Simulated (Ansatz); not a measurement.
Si: nudged elastic band (part 2 of 2)

The same run, continued: Si (defect cell, 17 atoms in the cell); DFT PBEsol, scalar-relativistic, plane waves, PAW, PAW set soft_1, no spin polarisation (Ansatz 0.2.0); cutoff 420 eV, 1×1×1 k-mesh, Gaussian smearing of 0.05 eV. The run did not end well. One setting was made poor on purpose. It belongs to a series of runs on one base structure; here: band between the two ends.

Geometry of the input (Å; fractional positions):
```
0.0000  5.4300  5.4300
5.4300  0.0000  5.4300
5.4300  5.4300  0.0000
Si -0.0260  -0.0259  0.0778
Si 0.1318  0.1308  0.1304
Si 0.0185  0.0168  0.5047
Si 0.1016  0.1012  0.6962
Si 0.0066  0.5022  -0.0108
Si 0.1320  0.6070  0.1303
Si 0.0189  0.4601  0.5045
Si 0.1360  0.6237  0.6169
Si 0.5030  0.0054  -0.0112
Si 0.6068  0.1319  0.1299
Si 0.4604  0.0181  0.5042
Si 0.6246  0.1355  0.6166
Si 0.5033  0.5031  -0.0113
Si 0.6355  0.6344  0.0962
Si 0.5106  0.5101  0.4694
Si 0.6246  0.6237  0.6165
Si 0.8357  0.8360  0.4923
```

What the program printed, continued:
```
NEB iter  20: max|band force component| = 6.583e-1 eV/Å  barrier→ = -0.9698 eV  barrier← = -1.0042 eV  CI = image 1  Δτ_max = 0.1012 Å  (24 SCF iters)
NEB image 1
NEB image 2
NEB image 3
NEB iter  21: max|band force component| = 7.182e-1 eV/Å  barrier→ = -1.0219 eV  barrier← = -1.0564 eV  CI = image 1  Δτ_max = 0.1031 Å  (24 SCF iters)
NEB image 1
NEB image 2
NEB image 3
NEB iter  22: max|band force component| = 8.774e-1 eV/Å  barrier→ = -0.9782 eV  barrier← = -1.0127 eV  CI = image 1  Δτ_max = 0.2000 Å  (24 SCF iters)
NEB image 1
NEB image 2
NEB image 3
NEB iter  23: max|band force component| = 1.027e0 eV/Å  barrier→ = -0.8996 eV  barrier← = -0.9341 eV  CI = image 1  Δτ_max = 0.1908 Å  (25 SCF iters)
NEB image 1
NEB image 2
NEB image 3
NEB iter  24: max|band force component| = 9.954e-1 eV/Å  barrier→ = -0.9038 eV  barrier← = -0.9383 eV  CI = image 1  Δτ_max = 0.1914 Å  (24 SCF iters)
NEB image 1
NEB image 2
NEB image 3
NEB iter  25: max|band force component| = 1.431e0 eV/Å  barrier→ = -0.9844 eV  barrier← = -1.0189 eV  CI = image 1  Δτ_max = 0.1932 Å  (26 SCF iters)
NEB image 1
NEB image 2
NEB image 3
NEB iter  26: max|band force component| = 1.529e0 eV/Å  barrier→ = -1.0821 eV  barrier← = -1.1166 eV  CI = image 1  Δτ_max = 0.1029 Å  (25 SCF iters)
NEB image 1
NEB image 2
NEB image 3
NEB iter  27: max|band force component| = 1.042e0 eV/Å  barrier→ = -1.0554 eV  barrier← = -1.0899 eV  CI = image 1  Δτ_max = 0.2000 Å  (24 SCF iters)
NEB image 1
NEB image 2
NEB image 3
NEB iter  28: max|band force component| = 1.149e0 eV/Å  barrier→ = -0.9699 eV  barrier← = -1.0044 eV  CI = image 1  Δτ_max = 0.1019 Å  (24 SCF iters)
NEB image 1
NEB image 2
NEB image 3
NEB iter  29: max|band force component| = 7.275e-1 eV/Å  barrier→ = -0.9527 eV  barrier← = -0.9872 eV  CI = image 1  Δτ_max = 0.2000 Å  (23 SCF iters)
NEB image 1
NEB image 2
NEB image 3
NEB iter  30: max|band force component| = 1.298e0 eV/Å  barrier→ = -0.6124 eV  barrier← = -0.6469 eV  CI = image 1  Δτ_max = 0.1005 Å  (25 SCF iters)
NEB image 1
NEB image 2
NEB image 3
NEB iter  31: max|band force component| = 8.113e-1 eV/Å  barrier→ = -0.8569 eV  barrier← = -0.8913 eV  CI = image 1  Δτ_max = 0.2000 Å  (23 SCF iters)
NEB image 1
NEB image 2
NEB image 3
NEB iter  32: max|band force component| = 1.022e0 eV/Å  barrier→ = -0.6737 eV  barrier← = -0.7081 eV  CI = image 1  Δτ_max = 0.1013 Å  (25 SCF iters)
NEB image 1
NEB image 2
NEB image 3
NEB iter  33: max|band force component| = 7.664e-1 eV/Å  barrier→ = -0.7112 eV  barrier← = -0.7457 eV  CI = image 1  Δτ_max = 0.2000 Å  (23 SCF iters)
NEB image 1
NEB image 2
NEB image 3
NEB iter  34: max|band force component| = 8.605e-1 eV/Å  barrier→ = -0.5368 eV  barrier← = -0.5712 eV  CI = image 1  Δτ_max = 0.2000 Å  (24 SCF iters)
NEB image 1
NEB image 2
NEB image 3
NEB iter  35: max|band force component| = 1.085e0 eV/Å  barrier→ = -0.7108 eV  barrier← = -0.7453 eV  CI = image 1  Δτ_max = 0.1011 Å  (25 SCF iters)
NEB image 1
NEB image 2
NEB image 3
NEB iter  36: max|band force component| = 8.741e-1 eV/Å  barrier→ = -0.6756 eV  barrier← = -0.7101 eV  CI = image 1  Δτ_max = 0.1004 Å  (24 SCF iters)
NEB image 1
preconditioner: auto → Resta (q_TF=auto, 2.107 Å⁻¹)  ε∞=8.0  [insulator: Δε(μ)=0.240 eV  Ē_g=6.485 eV  σ=0.050 eV  W_gap=1.00  n_scr=58 (ndim 8)  ℏωp=17.1 eV  f_vac=0.000  D(μ)=0.14/eV (n_scr^D=0)  ε∞_Penn≈8.0]
NEB image 2
precondi
[...]
preconditioner: auto → Resta (q_TF=auto, 2.107 Å⁻¹)  ε∞=6.4  [insulator: Δε(μ)=0.600 eV  Ē_g=7.346 eV  σ=0.050 eV  W_gap=1.00  n_scr=58 (ndim 8)  ℏωp=17.1 eV  f_vac=0.003  D(μ)=0.00/eV (n_scr^D=0)  ε∞_Penn≈6.4]
SCF iter   2: F=—  HF=-10552.688882 eV  |F-HF|=—  |Δ(HF+E_count)|=   5.38e-2  Δρ=2.98e-3  dr2=2.59e-2  ethr=4.43e-4  ⟨swp⟩=2.0  Hψ=73  notcnv=0
SCF iter   3: F=—  HF=-10552.683384 eV  |F-HF|=—  |Δ(HF+E_count)|=   5.50e-3  Δρ=1.12e-3  dr2=3.36e-3  ethr=3.81e-5  ⟨swp⟩=2.0  Hψ=78  notcnv=0
SCF iter   4: F=—  HF=-10552.682788 eV  |F-HF|=—  |Δ(HF+E_count)|=   5.96e-4  Δρ=1.67e-4  dr2=1.31e-4  ethr=4.95e-6  ⟨swp⟩=2.0  Hψ=85  notcnv=0
SCF iter   5: F=—  HF=-10552.682777 eV  |F-HF|=—  |Δ(HF+E_count)|=   1.04e-5  Δρ=4.64e-5  dr2=1.22e-5  ethr=1.93e-7  ⟨swp⟩=3.0  Hψ=80  notcnv=0
SCF iter   6: F=—  HF=-10552.682803 eV  |F-HF|=—  |Δ(HF+E_count)|=   2.54e-5  Δρ=1.51e-5  dr2=1.79e-6  ethr=1.79e-8  ⟨swp⟩=2.0  Hψ=71  notcnv=0
SCF iter   7: F=—  HF=-10552.682804 eV  |F-HF|=—  |Δ(HF+E_count)|=   8.49e-7  Δρ=4.84e-6  dr2=2.64e-7  ethr=2.63e-9  ⟨swp⟩=2.0  Hψ=71  notcnv=0
SCF iter   8: F=-10552.682804 eV  HF=-10552.682804 eV  |F-HF|=1.35e-9  |Δ(HF+E_count)|=   1.01e-7  Δρ=1.75e-6  dr2=2.82e-8  ethr=1.47e-10  ⟨swp⟩=5.0  Hψ=177  notcnv=0
SCF 152 converged in 8 iterations: F = -10552.682804 eV  dr2 = 2.82e-8
  greatest PAW one-centre occupation: 0.699 electrons in one spin orbital (limit 2), on the Si atom at site 15 (counted from 0), in its partial waves of l = 0
NEB iter  50: max|band force component| = 6.893e-1 eV/Å  barrier→ = -0.7758 eV  barrier← = -0.8103 eV  CI = image 1  Δτ_max = 0.1030 Å  (23 SCF iters)
```

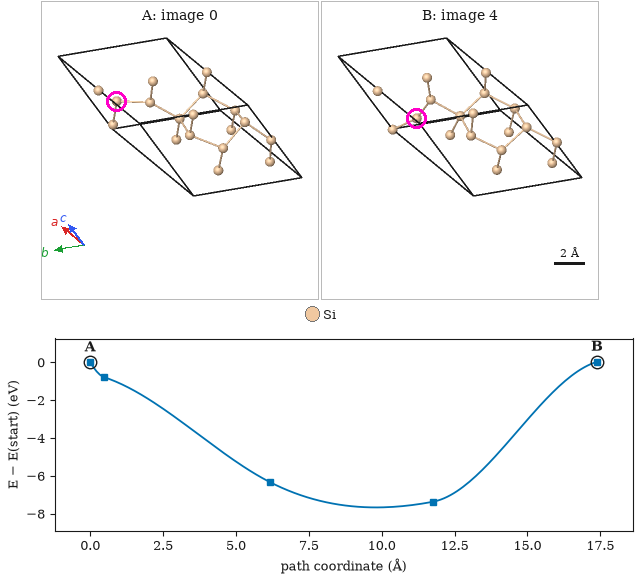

Figure 1. Images of the last band (counted from 0; ball-and-stick, reduced simulation cell, seen at an oblique angle), with the moving atom and its periodic copies ringed, above the energy along the path; the line is a cubic interpolation that uses the forces. No image lies above both ends; the end is 0.034 eV above the start. The path is 17.39 Å long, and Si17 moves most (1.99 Å). The band had not converged after 50 iterations. The end points carry forces over 0.1 eV/Å, so they aren't fully relaxed minima and the barriers are approximate.

```
Step failed. What follows is not a result of the run: it is the report of the last solve that finished, which converged after 8 SCF iterations.
Free energy (F): -10552.682804 eV
Harris-Foulkes:  -10552.682804 eV  (|F-HF|=1.35e-9)
Internal energy: -10552.682804 eV  (E = F + TS)
E sigma→0 (E₀):  -10552.682804 eV
Fermi energy:    6.689352 eV
--- Per-component energies (eV) ---
  E_band       = 106.497575
  E_kinetic    = 723.043103
  E_local      = -792.998101  (includes V_loc(G=0)·N_el)
  E_nonlocal   = 396.564171
  E_hartree    = 318.027522
  E_xc         = -968.297151
  E_vxc        = -834.197220  (∫ρ·V_xc dr)
  E_paw        = -8456.731922  (= ΣΔE_a)
  E_vpaw       = -21.971328  (= ΣTr[D̂ρ^β])
  E_aug_tail   = 0.000687  (compensation charges beyond the density's cutoff)
  E_ewald      = -1772.827645
  E_core_change = 0.536532  (= ΣΔE_core)
  E_smearing   = -0.000000  (= −TS)
  E_closure    = 0.000000  (closes the sum)
  Σ components = -10552.682804   (vs F -10552.682804, Δ=0.00e0)
--- Forces (eV/Å), atoms counted from 1 ---
  atom   1  Si    -0.14727681     0.05337136     0.04122172
  atom   2  Si    -0.31508801     0.06146945     0.42773757
  atom   3  Si    -0.49639800    -0.03584349    -0.07408086
  atom   4  Si     0.28343488    -0.22010305     0.14439943
  atom   5  Si    -0.23184946     0.24566291     0.33058312
  atom   6  Si    -0.10942271    -0.06694638     0.02204689
  atom   7  Si    -0.15833237     0.11430631    -0.00370044
  atom   8  Si    -0.23123251    -0.00539993    -0.10475599
  atom   9  Si     0.19727420     0.15122648    -0.09000289
  atom  10  Si     0.09244055     0.02291768    -0.16793983
  atom  11  Si     0.37498850     0.06755673    -0.04289053
  atom  12  Si     0.01043337     0.06111454     0.12978481
  atom  13  Si     0.22586606    -0.05147815    -0.10621485
  atom  14  Si     0.08097210    -0.31275422    -0.06946750
  atom  15  Si    -0.04036575     0.09681436    -0.02604637
  atom  16  Si     0.54302676    -0.14577829    -0.31113747
  atom  17  Si    -0.07846336    -0.03612462    -0.09953254
  max |Σ_I F_I| component: 1.17e-5 eV/Å
--- Band table (eV) ---
  k-point 0: bands = ["-6.9130", "-4.6650", "-4.1504", "-3.9848", "-3.6483", "-3.4072", "-2.3869", "-2.0432", "-1.6170", "-1.0823", "-0.8930", "-0.4831", "0.2303", "0.8349", "1.5333", "2.2760", "2.4428", "3.3241", "3.4989", "3.8201", "3.9473", "4.1720", "4.2858", "4.3256", "4.4918", "4.6401", "4.8873", "5.0362", "5.3105", "5.5451", "5.6788", "5.9035", "5.9574", "6.3812", "6.9975", "7.3024", "7.6885", "7.8076", "7.9455", "8.1975", "8.3988", "8.7624", "9.0324", "9.0814", "9.4923", "9.6679", "9.8456", "9.9530", "10.1209", "10.4787", "10.8183"]
End of that report.
this run last wrote the band of iteration 50 to [file]
Error: NEB band did not converge after 50 iterations: max|band force component| = 6.89e-1 eV/Å (threshold 5.0e-2); raise `neb.max_iterations` in a new run, which can start from the last band evaluated (`neb.initial_path`, with `crystal.atoms` and `neb.final_atoms` set to its first and last images), add images, or start from endpoints closer to local minima. Where this run's directory can be resumed (`checkpoint.write`), a resume goes on for up to `neb.max_iterations` more; to start a new run from the last band, take its images' positions from the `neb_iteration` event of iteration 50 (`data.images[].positions_ang`), in the event stream of the run that computed that iteration (not this run's, if it was resumed behind it). With `checkpoint.write`, `steps/00-neb/state/checkpoint.json` in the run directory holds the last saved band, under `neb.evaluated.images[].positions_ang` (a band under a hybrid functional on support functions is neither saved nor resumed: `neb.initial_path` says where its path is): check the last entry of `neb.iterations` there, which is earlier than 50 if that iteration was not saved or its write failed. If the band's step has no `state` directory and holds `state.next`, a write was cut short, and the file is under `state.next` instead (behind a loss of power it can be under `state.prev`)
this run wrote the band of iteration 50 to [file] as well, whether or not its events were kept: a new run's `neb.initial_path` can list its `images[].positions_ang`
a run's events are kept only if it was started with --events-out <file>, and are in that file
```

The last band as extended XYZ (Å, eV, eV/Å):
```
17
Lattice="0.0000 5.4300 5.4300 5.4300 0.0000 5.4300 5.4300 5.4300 0.0000" Properties=species:S:1:pos:R:3:forces:R:3 image=0 energy=-10545.32324
Si    0.2818    0.2809   -0.2818    0.4773   0.4691  -0.4811
Si    1.4186    1.4237    1.4258    0.4377   0.4421  -0.2135
Si    2.8317    2.8407    0.1919   -0.8910  -0.9068  -1.2466
Si    4.3298    4.3324    1.1010    0.0497   0.0694  -0.0423
Si    2.6680   -0.0230    2.7627   -0.5266  -0.1344   0.5271
Si    4.0034    1.4246    4.0129    0.2222   0.4440  -0.4378
Si    5.2380    2.8421    2.6010    1.2461  -0.9071   0.8844
Si    6.7366    4.0884    4.1255    0.4308  -1.3221  -0.4293
Si   -0.0311    2.6706    2.7609   -0.1294  -0.5464   0.5464
Si    1.4215    4.0004    4.0108    0.4444   0.2455  -0.4426
Si    2.8358    5.2377    2.5983   -0.8912   1.2437   0.8844
Si    4.0839    6.7398    4.1274   -1.3365   0.4346  -0.4308
Si    2.6705    2.6713    5.4645   -0.5542  -0.5548   0.1270
Si    3.9672    3.9732    6.8954   -0.2039  -0.1861   0.2116
Si    5.3186    5.3213    5.5427    0.1245   0.1099  -0.1309
Si    6.7341    6.7392    6.7781    0.4320   0.4343   1.3424
Si    7.2123    7.2108    9.0771    0.6680   0.6652  -0.6684
17
Lattice="0.0000 5.4300 5.4300 5.4300 0.0000 5.4300 5.4300 5.4300 0.0000" Properties=species:S:1:pos:R:3:forces:R:3 image=1 energy=-10546.09908
Si    0.3511    0.3563   -0.3492   -0.1101   0.1684   0.1421
Si    1.5192    1.4437    1.4098    0.0660   0.0329  -0.0372
Si    2.8486    2.8224    0.0876   -0.2967  -0.3179  -0.5196
Si    4.3181    4.3633    1.1225    0.2816   0.2692  -0.1900
Si    2.6640   -0.0492    2.8386   -0.0091   0.0236   0.1349
Si    3.9974    1.5015    3.9971    0.0081  -0.0496  -0.0260
Si    5.3102    2.8307    2.6329    0.4597  -0.1706   0.2680
Si    6.7343    4.0380    4.1398    0.0024  -0.3290  -0.0983
Si   -0.0569    2.5524    2.7671   -0.0040  -0.0673  -0.0478
Si    1.3689    4.0143    3.9340    0.0177  -0.1452  -0.1780
Si    2.7910    5.2854    2.6224   -0.2552   0.4164   0.3551
Si    4.0371    6.6878    4.1351   -0.4217   0.1098  -0.0111
Si    2.4953    2.5998    5.4603   -0.1126  -0.0574  -0.0359
Si    3.8269    3.8302    6.9491   -0.0187  -0.0763   0.1760
Si    5.2448    5.2151    5.6043   -0.2819  -0.3864  -0.0930
Si    6.6442    6.6573    6.8477    0.3099   0.2079   0.3508
Si    7.2956    7.2813    8.9744    0.3647   0.3715  -0.1900
17
Lattice="0.0000 5.4300 5.4300 5.4300 0.0000 5.4300 5.4300 5.4300 0.0000" Properties=species:S:1:pos:R:3:forces:R:3 image=2 energy=-10551.63532
Si   -1.1973   -0.0198    0.9761   -0.5767  -0.2135   0.4192
Si    0.7819    1.0427    1.4804   -0.2513  -0.0651  -0.0658
Si    1.7677    2.0026   -0.3036   -0.0529  -0.3431  -0.3179
Si    4.9476    3.1861    0.5452    0.6174  -0.3010  -0.3979
Si    1.7888    0.5592    3.4511   -0.3895   0.4103   0.1938
Si    3.7505    1.1756    4.5203   -0.2954  -0.0212  -0.0966
Si    6.4235    2.5936    2.2473    0.3547   0.0708  -0.1981
Si    6.5747    3.9142    4.1259   -0.1654   0.0027  -0.0433
Si    0.0106    2.5303    3.1316   -0.1572  -0.1881   0.3020
Si    1.5410    4.2087    2.9986    0.5249   0.3251  -0.1548
Si    2.8708    6.4251    2.6700    0.3326   0.2796  -0.0505
Si    4.0197    6.8719    4.5813   -0.1239   0.0966   0.2038
Si    2.7936    3.2852    4.7698    0.1878   0.0683  -0.1410
Si    5.0166    4.4778    7.3079    0.2201   0.3674  -0.0963
Si    4.5707    4.7123    5.0585   -0.1261  -0.2237  -0.0826
Si    9.5623    7.8465    6.6421    0.4577   0.1922   0.6187
Si    5.8365    6.2748    8.9503   -0.5570  -0.4576  -0.0927
17
Lattice="0.0000 5.4300 5.4300 5.4300 0.0000 5.4300 5.4300 5.4300 0.0000" Properties=species:S:1:pos:R:3:forces:R:3 image=3 energy=-10552.68280
Si   -0.1668    0.1550   -0.0114   -0.1473   0.0534   0.0412
Si   -0.0199    1.4922    1.8884   -0.3151   0.0615   0.4277
Si    1.4912    1.5017   -1.1162   -0.4964  -0.0358  -0.0741
Si    6.2399    2.7381    0.0739    0.2834  -0.2201   0.1444
Si    1.5407    1.2261    3.7216   -0.2318   0.2457   0.3306
Si    3.8050    1.0977    3.8918   -0.1094  -0.0669   0.0220
Si    5.4480    1.9534    2.4678   -0.1583   0.1143  -0.0037
Si    5.5287    4.7060    3.8690   -0.2312  -0.0054  -0.1048
Si   -0.3781    3.3783    3.6261    0.1973   0.1512  -0.0900
Si    1.7497    4.4880    4.3389    0.0924   0.0229  -0.1679
Si    3.5089    5.9668    3.2811    0.3750   0.0676  -0.0429
Si    3.6485    7.5832    4.8943    0.0104   0.0611   0.1298
Si    4.9637    2.7433    5.0107    0.2259  -0.0515  -0.1062
Si    4.3956    4.0600    6.9529    0.0810  -0.3128  -0.0695
Si    5.1732    5.9588    5.7805   -0.0404   0.0968  -0.0260
Si    7.6097    6.4981    6.5940    0.5430  -0.1458  -0.3111
Si    6.1905    5.1965    7.8687   -0.0785  -0.0361  -0.0995
17
Lattice="0.0000 5.4300 5.4300 5.4300 0.0000 5.4300 5.4300 5.4300 0.0000" Properties=species:S:1:pos:R:3:forces:R:3 image=4 energy=-10545.28876
Si   -0.0491   -0.0479    0.0070    0.4410   0.4418  -1.3323
Si    1.3159    1.3140    1.3254   -0.5492  -0.5531  -0.1319
Si    2.6220    2.6216   -0.0925   -0.2132  -0.2129  -0.2135
Si    3.9704    3.9712    1.2545    0.1311   0.1297   0.1326
Si    2.6439    0.0617    2.7782    0.2225   0.4496   0.4458
Si    3.8756    1.4813    4.1933    1.2568  -0.9091  -0.9034
Si    5.3824    2.7259    2.6660    0.4358  -1.3305   0.4347
Si    6.7454    4.0413    4.0326   -0.5477  -0.1293  -0.5430
Si    0.0626    2.6409    2.7784    0.4510   0.2330   0.4488
Si    1.4795    3.8767    4.1930   -0.9050   1.2532  -0.9019
Si    2.7241    5.3829    2.6653   -1.3314   0.4390   0.4373
Si    4.0409    6.7437    4.0328   -0.1307  -0.5523  -0.5437
Si    2.9763    2.9779    5.6894    0.0533   0.0586   0.0471
Si    4.3576    4.3553    7.0753    0.4741   0.4759   0.4723
Si    5.4921    5.4915    5.3624    0.4445   0.4461   0.2104
Si    6.9103    6.9117    6.5893   -0.9084  -0.9110   1.2608
Si    5.8481    5.8498    8.5613    0.6753   0.6714   0.6799
```

What the run reported:

```json
{"quantity": "outcome", "value": "not converged"}
{"quantity": "barrier, forward (band not converged)", "value": "−0.776 eV"}
{"quantity": "barrier, backward", "value": "−0.810 eV"}
{"quantity": "wall time", "value": "4 min"}
{"quantity": "peak memory", "value": "0.42 GiB"}
```

What went wrong:

The run did not converge: “NEB band did not converge after 50 iterations: max|band force component| = 6.89e-1 eV/Å (threshold 5.0e-2); raise `neb.max_iterations` in a new run, which can start from the last band evaluated (`neb.initial_path`, with `crystal.atoms` and `neb.final_atoms` set to its first and last images), add images, or start from endpoints closer to local minima …” Its last values are not results. Notes on the run: the PAW datasets were made with another functional. A deliberately poor setting: gamma only.
